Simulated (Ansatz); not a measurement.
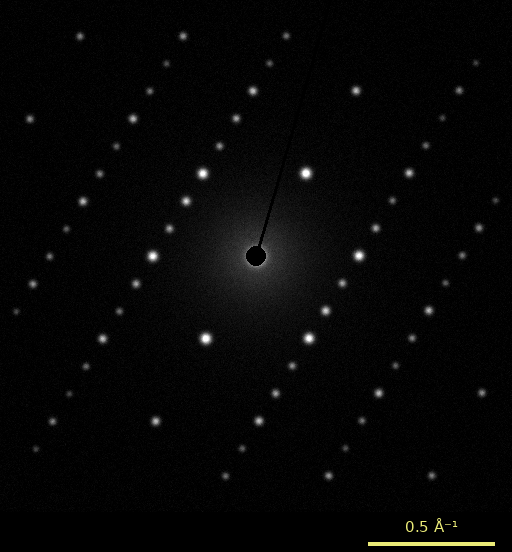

Computed electron diffraction pattern, 200 kV, single scattering only, B = 0.8 Å².

Candidate phases (model or computed cells):
A. Bi, space group R-3m (No. 166), a = 4.52 Å, c = 11.65 Å (hexagonal axes)
B. Au, space group R-3m (No. 166), a = 2.851 Å, c = 15.983 Å (hexagonal axes)
C. Sc, space group R-3m (No. 166), a = 3.30 Å, c = 23.46 Å (hexagonal axes)
D. Pb, space group R-3m (No. 166), a = 3.56 Å, c = 26.18 Å (hexagonal axes)

Question: Identify the phase and the zone axis.

Answer: Candidate C (Sc), along [100] or an equivalent direction. The spots form an oblique net whose two shortest vectors correspond to d = 7.82 Å and 2.84 Å, 83.1° apart. They index as 0 0 3 (itself too weak to see) and 0 -1 1; no zone of the other candidates with indices up to 3 has this net. Some points of the net are extinct or too weak to see.
